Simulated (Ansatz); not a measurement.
**AlN (P6_3mc): bands and screening cutoff converge together**

Aim: vary empty bands and screening cutoff apart and together in G0W0 on AlN (P6_3mc).

Calculated with Ansatz 0.2.0; G0W0 on PBE, plane waves, PAW; PAW set soft_1.

The database entry behind the starting cell differs from later determinations by our own check (inner coordinate u about 0.002 short), so it need not match the best structure at ambient conditions.

### 1. Set-up

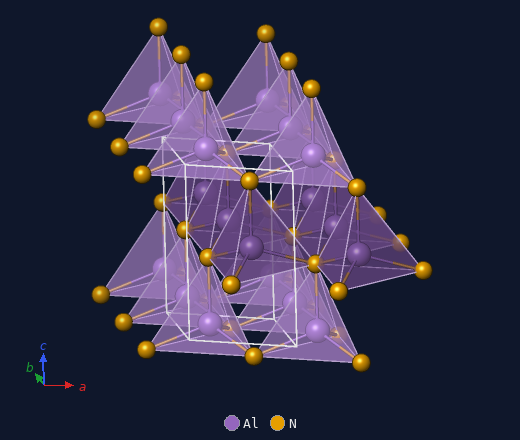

The starting structure, seen slightly off an axis (aluminium purple, nitrogen orange). 2×3×1 cells are drawn. Some periodic images of atoms are drawn too.

The cell and positions come from the Crystallography Open Database and are kept as given unless a step says otherwise.

### 2. 33 empty bands, screening to 50 eV

G0W0 replaces the xc potential by the self-energy, built once from these orbitals. Only a window of levels is corrected, while the sums run over the empty bands that the input names. This step takes PAW set soft_1 files.

File input.yaml:

```yaml
crystal:
  lattice:
    - [3.113, 0.0, 0.0]
    - [-1.5565, 2.695937082, 0.0]
    - [0.0, 0.0, 4.981]
  atoms:
    - { symbol: Al, position: [0.3333333333, 0.6666666667, 0.0] }
    - { symbol: Al, position: [0.6666666667, 0.3333333333, 0.5] }
    - { symbol: "N", position: [0.3333333333, 0.6666666667, 0.38] }
    - { symbol: "N", position: [0.6666666667, 0.3333333333, 0.88] }
kpoints:
  mp_grid: { grid: [6, 6, 4] }
hamiltonian:
  xc: pbe
  pseudopotentials: { kind: paw, azcp: { folder: soft_1 } }
scf:
  occupations: { method: fixed }
gw:
  n_empty_bands: 33
  ecut_chi: 50
  qp_bands: [v2, c2]
  qp_kpoints: band_edges
  screening: { model: contour_deformation }
```

The run is started by

```bash
ansatz run input.yaml --threads 3 --pin off --max-ram 92160MiB --backend cuda --events-out ev --progress --plain --runs-dir out --devices 1 --max-vram 13GiB
```

Numbers of over 12 decimals in the logs are rounded to 6 here.

The log of the run:

```text
GPUs: using 1 of 1 available (devices: 1).
Engine: ansatz 0.2.0, x86_64-unknown-linux-gnu
Pseudopotentials: kind: paw
Pseudopotential: Al, paw, valence charge 3, recommended cutoff 420 eV (normal), soft_1/Al.paw.azcp
Pseudopotential: N, paw, valence charge 5, recommended cutoff 420 eV (normal), soft_1/N.paw.azcp
Functional definition: PBE
  parameter kappa = 0.804
  parameter beta = 0.066725
  exchange = pbe_x(kappa = kappa, mu = beta*pi^2/3)
  correlation = pbe_c(beta = beta)
device memory: the entry about to start is reckoned to put 0.5 GiB on a device that reports 33.3 GiB free (of which the cap on the GPU budget leaves the run 13.0 GiB)
GPU FFT provider: cuFFT
GPU libraries: cuBLAS 13.8.2, cuFFT 12.4.0, cuSOLVER 12.3.4
Crystal: 4 atoms, lattice volume = 41.803 Å³
Basis set: ecut = 420 eV, 809 PW (Γ)
Bands: 12, of which v1, the nominal top of the filled ones, is band 8 counted from 1 (7 counted from 0)
Symmetry: 12 space group operations
Space group: P63mc (ITA 186), of the structure as read, at distance tolerance 3.5e-5 Å
k-points: 21 of 144 (time reversal used)
Non-local potential: Al, projectors of the file, l = 0: 2, l = 1: 2, l = 2: 1
Non-local potential: N, projectors of the file, l = 0: 2, l = 1: 2, l = 2: 1
PAW form: soft (Blöchl's): semilocal exchange-correlation on the pseudo side does not see the compensation charge
PAW one-centre angular grid: Al, 110 points (default); XC on 64 Gauss nodes
PAW one-centre angular grid: N, 110 points (default); XC on 64 Gauss nodes
Initial density: superposition of atomic densities (chi_scale 0.1, normalization cell, long waves kept (reshape's long-wave potential 0.00 eV rms))
Initial wavefunctions: pseudopotential atomic-orbital guess
GPU buffer pool allocated for 20736 grid points (all kernels)
GPU transforms: local potential and band sums: pruned to the plane-wave sphere, on 24×24×36
Functional: x = pbe(κ = 0.804, μ = 0.219515), c = pbe(β = 0.066725)
SCF iter   1: F=—  HF=-1851.407366 eV  |F-HF|=—  |Δ(HF+E_count)|=         —  Δρ=1.39e-1  dr2=9.84e0  ethr=3.10e-3  ⟨swp⟩=4.8  Hψ=1366  notcnv=0  defer=10
preconditioner: auto → none  [insulator: Δε(μ)=5.473 eV  Ē_g=14.253 eV  n_scr=2 (ndim 8)  ℏωp=23.0 eV  f_vac=0.000  ε∞_Penn≈3.6]
SCF iter   2: F=—  HF=-1848.928367 eV  |F-HF|=—  |Δ(HF+E_count)|=    2.48e0  Δρ=7.66e-2  dr2=1.45e0  ethr=3.10e-3  ⟨swp⟩=3.0  Hψ=755  notcnv=0  defer=37
SCF iter   3: F=—  HF=-1848.520590 eV  |F-HF|=—  |Δ(HF+E_count)|=   4.08e-1  Δρ=2.33e-2  dr2=1.15e-1  ethr=3.10e-3  ⟨swp⟩=2.3  Hψ=614  notcnv=0  defer=38
SCF iter   4: F=—  HF=-1848.508347 eV  |F-HF|=—  |Δ(HF+E_count)|=   1.22e-2  Δρ=1.38e-3  dr2=3.99e-4  ethr=7.19e-4  ⟨swp⟩=2.0  Hψ=294  notcnv=0  defer=42
SCF iter   5: F=—  HF=-1848.508201 eV  |F-HF|=—  |Δ(HF+E_count)|=   1.47e-4  Δρ=3.70e-4  dr2=1.43e-5  ethr=2.49e-6  ⟨swp⟩=2.1  Hψ=402  notcnv=0  defer=42
SCF iter   6: F=—  HF=-1848.508205 eV  |F-HF|=—  |Δ(HF+E_count)|=   4.74e-6  Δρ=2.94e-5  dr2=2.35e-7  ethr=8.92e-8  ⟨swp⟩=2.0  Hψ=420  notcnv=0  defer=1
SCF iter   7: F=-1848.508205 eV  HF=-1848.508205 eV  |F-HF|=1.96e-9  |Δ(HF+E_count)|=   7.05e-8  Δρ=2.65e-6  dr2=1.58e-9  ethr=6.25e-10  ⟨swp⟩=4.1  Hψ=1133  notcnv=0
SCF 1 converged in 7 iterations: F = -1848.508205 eV  dr2 = 1.58e-9
[...]
device memory: the entry about to start is reckoned to put 0.5 GiB on a device that reports 30.1 GiB free (of which the cap on the GPU budget leaves the run 13.0 GiB)
NSCF: frozen V_eff on 21 k-points, pencils in batches of 32, up to order 48
[...]
device memory: the entry about to start is reckoned to put 0.8 GiB on a device that reports 30.0 GiB free (of which the cap on the GPU budget leaves the run 13.0 GiB)
NSCF: frozen V_eff on 21 k-points, pencils in batches of 32, up to order 184
G₀W₀ screening: q 1/21
[... further progress lines ...]
SCF converged after 7 iterations
Free energy (F): -1848.508205 eV
Harris-Foulkes:  -1848.508205 eV  (|F-HF|=1.96e-9)
Internal energy: -1848.508205 eV  (E = F + TS)
E sigma→0 (E₀):  -1848.508205 eV
Fermi energy:    7.112566 eV
--- Per-component energies (eV) ---
  E_band       = 30.290657
  E_kinetic    = 313.411637
  E_local      = -420.951055  (includes V_loc(G=0)·N_el)
  E_nonlocal   = 89.108486
  E_hartree    = 155.484674
  E_xc         = -198.151116
  E_vxc        = -214.040176  (∫ρ·V_xc dr)
  E_paw        = -1195.749342  (= ΣΔE_a)
  E_vpaw       = -48.209650  (= ΣTr[D̂ρ^β])
  E_aug_tail   = 0.001782  (compensation charges beyond the density's cutoff)
  E_ewald      = -591.663270
  E_smearing   = -0.000000  (= −TS)
  E_closure    = 0.000000  (closes the sum)
  Σ components = -1848.508205   (vs F -1848.508205, Δ=0.00e0)
--- Band table (eV; the first three rows and the last of 21) ---
  k-point 0: bands = [... 4 lower, 6.2847, 6.9331, 6.9331, 7.1126, 11.3260, 13.7812, 17.7273, 18.2821]
  k-point 1: bands = [... 4 lower, 6.3749, 6.3749, 6.8333, 6.8333, 12.2816, 13.8987, 17.3977, 18.2493]
  k-point 2: bands = [... 4 lower, 6.5992, 6.5992, 6.5992, 6.5992, 13.5800, 13.5800, 17.4644, 17.4644]
  k-point 20: bands = [... 4 lower, 3.2960, 3.2960, 6.3358, 6.3358, 14.5445, 14.5445, 14.9799, 14.9799]
--- G₀W₀: contour deformation, 5 samples at zero and on the imaginary axis and 2 off it, 144 q-points, 33 empty bands' worth ---
  eigenvalues of the whole cell's RPA ε∞ on this k-mesh (on a slab, of 1 + 4πα/V) = 4.3189, 4.3189, 4.4733; static W/v taken at q = 0 is 0.229201
  bands read: the sum over 41 bands ends inside a degenerate multiplet in 9 slots, whose members it reads at an even weight; the widest, k=2: bands 41 to 44 (counted from 1) at 1/4 each
  gw.qp_kpoints: band_edges: 15 of 21 stored k-points solved, in 1 pass; an edge of the gap read off the rows below is read off those points alone
    valence top: of the k-points left out ik 13 came nearest to being solved in a further pass, in band 8 (counted from 1, as in the quasiparticle table): it holds the edge there only if its correction is more favourable than any solved in that band by at least 0.533 eV; those differ by 0.431 eV
    conduction bottom: of the k-points left out ik 16 came nearest to being solved in a further pass, in band 9 (counted from 1, as in the quasiparticle table): it holds the edge there only if its correction is more favourable than any solved in that band by at least 1.390 eV; those differ by 0.518 eV
    ik  band        ε_KS         Σx   Σc(E_QP)       V_xc       Z   E_QP_lin       E_QP  E_QP is
     0     7      6.9331   -21.7172     3.8099   -17.6723  0.7915     6.6976     6.6981  root
     0     8      7.1126   -21.7778     3.7749   -17.8132  0.7921     6.9225     6.9229  root
     0     9     11.3260    -9.8000    -3.6495   -14.4586  0.8257    12.3423    12.3351  root
     0    10     13.7812    -7.9362    -4.0673   -13.2051  0.8284    14.9945    14.9828  root
     1     7      6.8333   -21.7205     3.8352   -17.6285  0.7909     6.5759     6.5765  root
     1     8      6.8333   -21.7205     3.8352   -17.6285  0.7909     6.5759     6.5765  root
     1     9     12.2816   -10.1396    -3.6294   -14.9413  0.8194    13.4643    13.4538  root
     1    10     13.8987    -8.2310    -4.0864   -13.5497  0.8248    15.1438    15.1309  root
     2     7      6.5992   -21.7176     3.8868   -17.5255  0.7895     6.2930     6.2939  root
     2     8      6.5992   -21.7176     3.8868   -17.5255  0.7895     6.2930     6.2939  root
     2     9     13.5800    -9.3681    -3.9707   -14.6350  0.8161    14.8911    14.8762  root
     2    10     13.5800    -9.3681    -3.9707   -14.6350  0.8161    14.8911    14.8762  root
     3     7      6.8546   -21.7931     3.8345   -17.7069  0.7909     6.6024     6.6030  root
     3     8      6.9424   -21.7515     3.8070   -17.7166  0.7911     6.7141     6.7145  root
[...]
18    10     15.4790    -7.6643    -4.2882   -13.4152  0.7997    16.9680    16.9416  root
    20     7      6.3358   -21.7364     3.9093   -17.4712  0.7879     5.9786     5.9799  root
    20     8      6.3358   -21.7364     3.9093   -17.4712  0.7879     5.9786     5.9799  root
    20     9     14.5445    -6.8458    -4.1161   -12.2056  0.8101    15.8047    15.7882  root
    20    10     14.5445    -6.8458    -4.1161   -12.2056  0.8101    15.8047    15.7882  root
```

Wall time 12 s (1 × NVIDIA H100 80GB HBM3 (shared by 6 runs) with 3 threads of AMD EPYC 7R13 (Zen 3), shared host); peak memory 0.98 GiB.

Numbers from this step:

```yaml
bands_summed: 41
rpa_eps_infinity_on_this_mesh_eigenvalues: 4.319, 4.319, 4.473
plane_waves_in_the_screening_matrix: 35
q_points_in_the_mesh: 144
g0w0_gap_on_the_mesh: 5.412 eV
k_of_the_valence_top: 0, 0, 0
k_of_the_conduction_bottom: 0, 0, 0
starting_gap_on_the_mesh: 4.213 eV
z_at_the_valence_top: 0.7921
z_at_the_conduction_bottom: 0.8257
least_direct_g0w0_gap_on_the_computed_points: 5.412 eV
```

The gap on the mesh goes from 4.21 eV to 5.41 eV, a correction of +1.20 eV. Between the two edge states, bare exchange in place of the xc potential would open the gap by 8.62 eV, and correlation takes back 7.42 eV.

### 3. 174 empty bands, screening to 50 eV

input.yaml: that of step 2 with these lines changed.

```diff
@@ -18,3 +18,3 @@
 gw:
-  n_empty_bands: 33
+  n_empty_bands: 174
   ecut_chi: 50
```

The log of the run:

```text
GPUs: using 1 of 1 available (devices: 1).
[...]
GPU FFT provider: cuFFT
GPU libraries: cuBLAS 13.8.2, cuFFT 12.4.0, cuSOLVER 12.3.4
Crystal: 4 atoms, lattice volume = 41.803 Å³
Basis set: ecut = 420 eV, 809 PW (Γ)
Bands: 12, of which v1, the nominal top of the filled ones, is band 8 counted from 1 (7 counted from 0)
Symmetry: 12 space group operations
[...]
k-points: 21 of 144 (time reversal used)
[...]
1    10     13.8987    -8.2310    -4.4276   -13.5497  0.8229    14.7963    14.7898  root
[...]
20     7      6.3358   -21.7364     3.6638   -17.4712  0.7866     5.7308     5.7344  root
    20     8      6.3358   -21.7364     3.6638   -17.4712  0.7866     5.7308     5.7344  root
    20     9     14.5445    -6.8458    -4.4728   -12.2056  0.8078    15.4395    15.4315  root
    20    10     14.5445    -6.8458    -4.4728   -12.2056  0.8078    15.4395    15.4315  root
[key lines of the parts left out:]
SCF converged after 7 iterations
Free energy (F): -1848.508205 eV
Fermi energy:    7.112566 eV
```

It took 15 s on 1 × NVIDIA H100 80GB HBM3 (shared by 6 runs) with 3 threads; peak memory 1.1 GiB.

This step gave:

- bands summed: 182
- RPA ε∞ on this mesh (eigenvalues): 4.324, 4.324, 4.479
- plane waves in the screening matrix: 35
- G0W0 gap on the mesh: 5.372 eV
- k of the valence top: 0, 0, 0
- k of the conduction bottom: 0, 0, 0
- starting gap on the mesh: 4.213 eV
- least direct G0W0 gap on the computed points: 5.372 eV

Against the run with 6×6×4 mesh, 33 empty bands, screening to 50 eV, PAW set soft_1 files, the gap moves by −0.04 eV.

### 4. 94 empty bands, screening to 100 eV

Bands and screening cutoff are moved together, since each hides the error of the other.

input.yaml: that of step 3 with these lines changed.

```diff
@@ -18,4 +18,4 @@
 gw:
-  n_empty_bands: 174
-  ecut_chi: 50
+  n_empty_bands: 94
+  ecut_chi: 100
   qp_bands: [v2, c2]
```

The log of the run:

```text
GPUs: using 1 of 1 available (devices: 1).
[...]
GPU FFT provider: cuFFT
GPU libraries: cuBLAS 13.8.2, cuFFT 12.4.0, cuSOLVER 12.3.4
Crystal: 4 atoms, lattice volume = 41.803 Å³
Basis set: ecut = 420 eV, 809 PW (Γ)
Bands: 12, of which v1, the nominal top of the filled ones, is band 8 counted from 1 (7 counted from 0)
Symmetry: 12 space group operations
[...]
k-points: 21 of 144 (time reversal used)
[...]
1    10     13.8987    -8.2310    -4.3634   -13.5497  0.8200    14.8613    14.8540  root
[...]
20     7      6.3358   -21.7364     3.4741   -17.4712  0.7813     5.5385     5.5447  root
    20     8      6.3358   -21.7364     3.4741   -17.4712  0.7813     5.5385     5.5447  root
    20     9     14.5445    -6.8458    -4.4833   -12.2056  0.8062    15.4287    15.4211  root
    20    10     14.5445    -6.8458    -4.4833   -12.2056  0.8062    15.4287    15.4211  root
[key lines of the parts left out:]
SCF converged after 7 iterations
Free energy (F): -1848.508205 eV
Fermi energy:    7.112566 eV
```

Run time: 14 s. Hardware: 1 × NVIDIA H100 80GB HBM3 (shared by 6 runs) with 3 threads; peak memory 1 GiB.

The G0W0 gap on the mesh is 5.744 eV.

### 5. 493 empty bands, screening to 100 eV

input.yaml: that of step 4 with these lines changed.

```diff
@@ -18,3 +18,3 @@
 gw:
-  n_empty_bands: 94
+  n_empty_bands: 493
   ecut_chi: 100
```

The log of the run:

```text
GPUs: using 1 of 1 available (devices: 1).
[...]
GPU FFT provider: cuFFT
GPU libraries: cuBLAS 13.8.2, cuFFT 12.4.0, cuSOLVER 12.3.4
Crystal: 4 atoms, lattice volume = 41.803 Å³
Basis set: ecut = 420 eV, 809 PW (Γ)
Bands: 12, of which v1, the nominal top of the filled ones, is band 8 counted from 1 (7 counted from 0)
Symmetry: 12 space group operations
[...]
k-points: 21 of 144 (time reversal used)
[...]
1    10     13.8987    -8.2310    -4.4975   -13.5497  0.8196    14.7252    14.7198  root
[...]
20     7      6.3358   -21.7364     3.3181   -17.4712  0.7810     5.3797     5.3887  root
    20     8      6.3358   -21.7364     3.3181   -17.4712  0.7810     5.3797     5.3887  root
    20     9     14.5445    -6.8458    -4.6267   -12.2056  0.8057    15.2829    15.2776  root
    20    10     14.5445    -6.8458    -4.6267   -12.2056  0.8057    15.2829    15.2776  root
[key lines of the parts left out:]
SCF converged after 7 iterations
Free energy (F): -1848.508205 eV
Fermi energy:    7.112566 eV
```

Run time: 34 s. Hardware: 1 × NVIDIA H100 80GB HBM3 (shared by 6 runs) with 3 threads; peak memory 1.5 GiB; 45 s of CPU time.

The G0W0 gap on the mesh is 5.776 eV.

### 6. 33 empty bands, screening to 150 eV

input.yaml: that of step 5 with these lines changed.

```diff
@@ -18,4 +18,4 @@
 gw:
-  n_empty_bands: 493
-  ecut_chi: 100
+  n_empty_bands: 33
+  ecut_chi: 150
   qp_bands: [v2, c2]
```

The log of the run:

```text
GPUs: using 1 of 1 available (devices: 1).
[...]
GPU FFT provider: cuFFT
GPU libraries: cuBLAS 13.8.2, cuFFT 12.4.0, cuSOLVER 12.3.4
Crystal: 4 atoms, lattice volume = 41.803 Å³
Basis set: ecut = 420 eV, 809 PW (Γ)
Bands: 12, of which v1, the nominal top of the filled ones, is band 8 counted from 1 (7 counted from 0)
Symmetry: 12 space group operations
[...]
k-points: 21 of 144 (time reversal used)
[...]
1    10     13.8987    -8.2310    -4.0115   -13.5497  0.8212    15.2200    15.2058  root
[...]
20     7      6.3358   -21.7364     3.8313   -17.4712  0.7817     5.9001     5.9019  root
    20     8      6.3358   -21.7364     3.8313   -17.4712  0.7817     5.9001     5.9019  root
    20     9     14.5445    -6.8458    -4.1168   -12.2056  0.8081    15.8035    15.7875  root
    20    10     14.5445    -6.8458    -4.1168   -12.2056  0.8081    15.8035    15.7875  root
[key lines of the parts left out:]
SCF converged after 7 iterations
Free energy (F): -1848.508205 eV
Fermi energy:    7.112566 eV
```

Elapsed: 11 s, on 1 × NVIDIA H100 80GB HBM3 (shared by 6 runs) with 3 threads; peak memory 1 GiB; 13 s of CPU time.

The G0W0 gap on the mesh is 5.680 eV.

### 7. 174 empty bands, screening to 150 eV

input.yaml: that of step 6 with these lines changed.

```diff
@@ -18,3 +18,3 @@
 gw:
-  n_empty_bands: 33
+  n_empty_bands: 174
   ecut_chi: 150
```

The log of the run:

```text
GPUs: using 1 of 1 available (devices: 1).
[...]
GPU FFT provider: cuFFT
GPU libraries: cuBLAS 13.8.2, cuFFT 12.4.0, cuSOLVER 12.3.4
Crystal: 4 atoms, lattice volume = 41.803 Å³
Basis set: ecut = 420 eV, 809 PW (Γ)
Bands: 12, of which v1, the nominal top of the filled ones, is band 8 counted from 1 (7 counted from 0)
Symmetry: 12 space group operations
[...]
k-points: 21 of 144 (time reversal used)
[...]
1    10     13.8987    -8.2310    -4.4758   -13.5497  0.8187    14.7472    14.7415  root
[...]
20     7      6.3358   -21.7364     3.2425   -17.4712  0.7785     5.3026     5.3132  root
    20     8      6.3358   -21.7364     3.2425   -17.4712  0.7785     5.3026     5.3132  root
    20     9     14.5445    -6.8458    -4.6233   -12.2056  0.8051    15.2863    15.2810  root
    20    10     14.5445    -6.8458    -4.6233   -12.2056  0.8051    15.2863    15.2810  root
[key lines of the parts left out:]
SCF converged after 7 iterations
Free energy (F): -1848.508205 eV
Fermi energy:    7.112566 eV
```

The job ended after 16 s (1 × NVIDIA H100 80GB HBM3 (shared by 6 runs) with 3 threads; peak memory 1.1 GiB).

The G0W0 gap on the mesh is 5.868 eV.

(Part 1 of 2 ends here.)

[Paths, hosts, dates, memory and timing lines, banners, echoed tables and standing remarks are left out of the program output.]

[Logs are printed without paths, hosts, clocks, repeated set-up lines and the standing remarks that a program may print on its own settings, such as how far it seeks lower states.]

[Runs of the session that timed out or met a known fault of the program may be left out.]

[Cells called generated may have been cut or substituted from an entry of the Crystallography Open Database or the Materials Project.]

[Hosts, paths, dates, database ids (printed as entryN), source tags and the programs' standing remarks are cut or masked in the printed files.]
